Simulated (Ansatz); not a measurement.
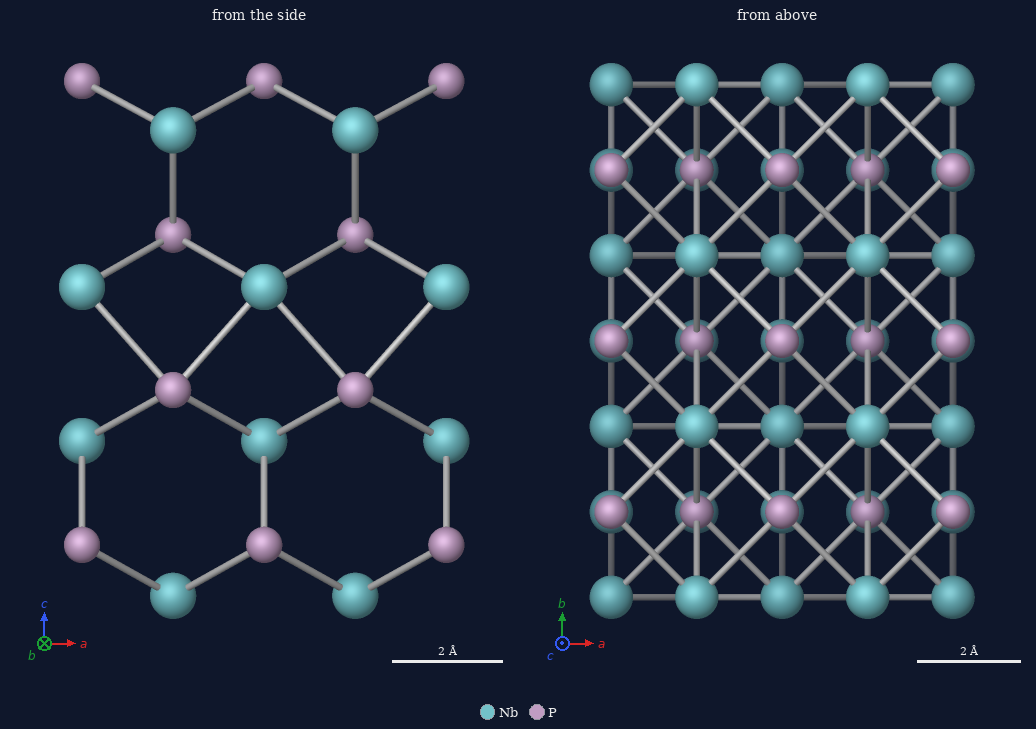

A ball-and-stick picture of a periodic slab, seen from the side and from above. The surface normal points up in side views; the vacuum is left out. 2×3 cells are drawn in the plane, with atoms at the edges repeated.

The cell holds 4 Nb, 4 P. The slab was cut from bulk NbP (I4_1md).

What is exposed at the top and at the bottom?

Answer. The top face ends in P, the bottom face in Nb. The faces differ, so the slab can carry a dipole.

What is the slab's thickness, atom centre to atom centre?

Answer. About 9 Å from the lowest to the highest atom.

Name the atomic layers in order from the top face down.

Answer. Eight planes: P / Nb / P / Nb / P / Nb / P / Nb.

What is the orientation of the surface?

Answer. (0 0 1).

Theory: DFT PBEsol, scalar-relativistic, plane waves, PAW (Ansatz 0.2.0). Numerical settings: a 420 eV plane-wave basis, a 9×9×1 grid in reciprocal space, Gaussian smearing of 0.1 eV, no spin polarisation.

How large is the work function at the top and at the bottom?

Answer. 5.46 eV at the top and 4.26 eV at the bottom.

Starting structure: a structure listed in the Materials Project, from which a slab was cut. The atoms were relaxed in a fixed cell with DFT PBEsol, scalar-relativistic, plane waves, PAW in Ansatz, but for four held in place.

At this level of theory the run's own cell isn't at rest (forces up to 0.9 eV/Å), so its distances can differ from those at equilibrium, the more so the softer the solid.
